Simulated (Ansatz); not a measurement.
# SiO2: what the fields show

Input file:

```
crystal:
  lattice:
    - [-2.837898, 2.837898, 5.66021]
    - [2.837898, -2.837898, 5.66021]
    - [2.837898, 2.837898, -5.66021]
  atoms:
    - { symbol: Si, position: [0.875, 0.263618, 0.888618] }
    - { symbol: Si, position: [0.013618, 0.625, 0.888618] }
    - { symbol: Si, position: [0.736382, 0.125, 0.111382] }
    - { symbol: Si, position: [0.375, 0.986382, 0.111382] }
    - { symbol: O, position: [0.633727, 0.133727, 0.5] }
    - { symbol: O, position: [0.467877, 0.967877, 0.935754] }
    - { symbol: O, position: [0.032123, 0.532123, 0.064246] }
    - { symbol: O, position: [0.116273, 0.116273, 0.0] }
    - { symbol: O, position: [0.883727, 0.883727, 0.0] }
    - { symbol: O, position: [0.866273, 0.366273, 0.5] }
    - { symbol: O, position: [0.282123, 0.717877, 0.0] }
    - { symbol: O, position: [0.717877, 0.282123, 0.0] }
hamiltonian:
  xc: pbe
  pseudopotentials: { kind: paw }
  dispersion: d3bjatm
kpoints:
  mp_grid: { grid: [7, 7, 7] }
scf:
  occupations: { method: fermi_dirac, width: 0.05 }
output:
  forces: true
  stress: true
  eigenvalues: true
  write_density: true
  write_potential: true
  elf: true
  volumetric_format: npy
relax:
  f_tol: 0.01
  max_steps: 40
  cell: { stress_tol: 0.05 }
```

Command:

```sh
ansatz run input.yaml --threads 4 --pin off --max-ram 11264MiB --backend cpu --events-out ev --progress --plain --runs-dir out
```

Below, planes, directions and counts refer to the conventional cell (a = 5.63 Å, b = 5.63 Å, c = 11.28 Å, α = 90.00°, β = 90.00°, γ = 90.00°).

The fields are those of the run's last geometry, not of the input's.

Space group I4₁22; a structure from a database of computed crystals, not necessarily the ambient phase.

Level of theory: Ansatz, Kohn-Sham DFT of a periodic cell, PBE with D3(BJ)-ATM, Ansatz PAW.

Core electrons are frozen (PAW), and the valence fields are smoothed inside the atomic spheres.

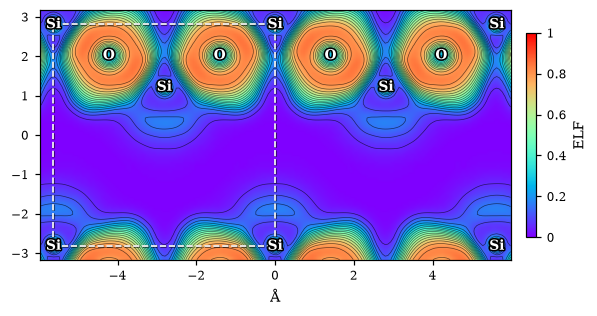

Figure 1. ELF on the (001) plane of the conventional cell.

Interpret the plot.

The plane passes through Si and O nuclei. Si–O (1.62 Å): the ELF peaks at about 0.85 between the atoms; a short, strongly polar bond.

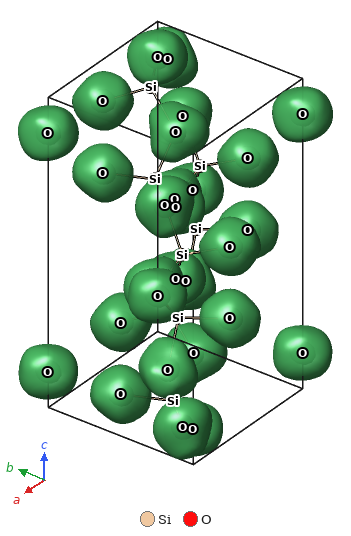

Figure 2. Isosurface of the electron localisation function at 0.7 (green), seen at an oblique angle. Core shells and regions of very low density are left out. Sticks mark near contacts.

What do the ELF domains correspond to?

The ELF exceeds this value in 16 regions on O in which the atom's valence shell and bonds are merged, counted in one cell of 24 atoms. Regions shared between cells count once.

Metal or insulator at this level of theory?

It is gapped, with a Kohn–Sham gap of 4.8 eV on the k-point mesh (the band edges may lie off the mesh, which would make the gap smaller).
